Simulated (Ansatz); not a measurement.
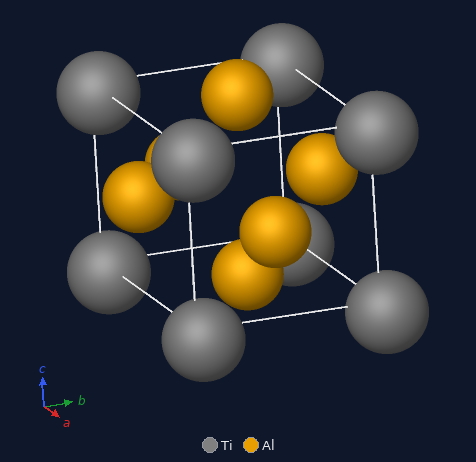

We look at a spheres-only model of the crystal from a general direction. The wireframe shows the simulation cell.

The program read this input:
```yaml
crystal:
  lattice:
    - [4.2000208007, 0.1434187392, 0.0233040374]
    - [0.1434187392, 3.9099549404, -0.1127630062]
    - [0.0233040374, -0.1127630062, 3.844937062]
  atoms:
    - { symbol: Ti, position: [0.0303293196, 0.0190727639, -0.0497106766] }
    - { symbol: Al, position: [0.5002182721, 0.5375806791, 0.0357774841] }
    - { symbol: Al, position: [0.4771584532, -0.0164058325, 0.5443004348] }
    - { symbol: Al, position: [-0.0077060449, 0.4597523895, 0.4696327578] }
basis:
  ecutwfc: 420
kpoints:
  mp_grid: { grid: [12, 12, 12] }
hamiltonian:
  xc: pbesol
scf:
  occupations: { method: gaussian, width: 0.15 }
output:
  forces: true
  stress: true
  eigenvalues: true
```
Run as:
```sh
ansatz run input.yaml --threads 2 --pin off --max-ram 5120MiB --backend cpu --events-out ev --progress --plain --runs-dir out
```

The calculation used Ansatz 0.2.0, DFT PBEsol, scalar-relativistic, plane waves, PAW, with an energy cutoff of 420 eV, a 12×12×12 mesh of k-points, Gaussian smearing of 0.15 eV, no spin polarisation.

Question: What does the calculation say: metal or gapped?

Answer: A metal: bands cross the Fermi level.

Question: How far is the cell from zero pressure?

Answer: The computed pressure is 4.2 GPa (compressed: it would expand). The stress isn't hydrostatic: its largest component is 9.9 GPa.

Starting structure: a structure listed in the Materials Project. The cell was then strained or its atoms displaced on purpose. Ansatz was used for an electronic-structure calculation on it.

At this level of theory the run's own cell isn't at rest (compressed, at 4 GPa and forces up to 2.8 eV/Å), so its distances can differ from those at equilibrium, the more so the softer the solid.
